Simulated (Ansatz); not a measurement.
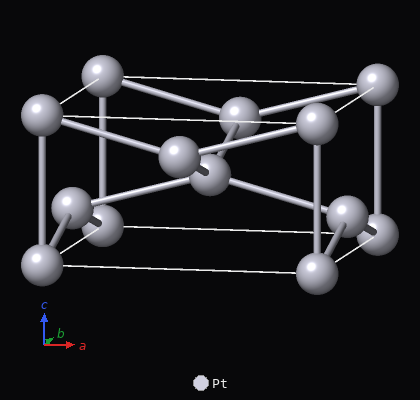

Pt, space group I4_1/amd (No. 141), a = 4.999 Å, b = 4.999 Å, c = 2.686 Å, α = 90.00°, β = 90.00°, γ = 90.00°. Origin: the end point of a relaxation with Ansatz, DFT r2SCAN, scalar-relativistic, plane waves, PAW; the starting structure was generated, so it need not be a known form of this composition. Forms under 0.4 % of the area are left out.

> Estimate the growth shape by the BFDH rule (face distance proportional to 1/d, absences counted).

The forms computed, by share of the surface:

```csv
form,faces,d (Å),share of area (%)
{200},4,2.500,53.8
{101},8,2.366,46.2
```

The crystal is roughly equant (blocky). Widths along a, b and c stand as 1.00 : 1.00 : 1.20.

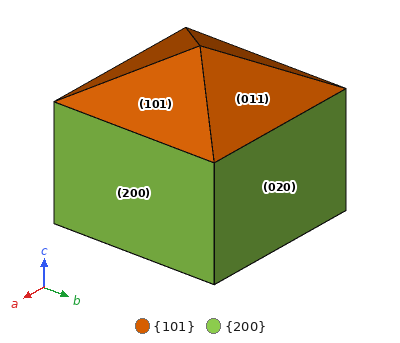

The computed shape, faces indexed. The rule is geometric and ignores bonding and growth conditions.
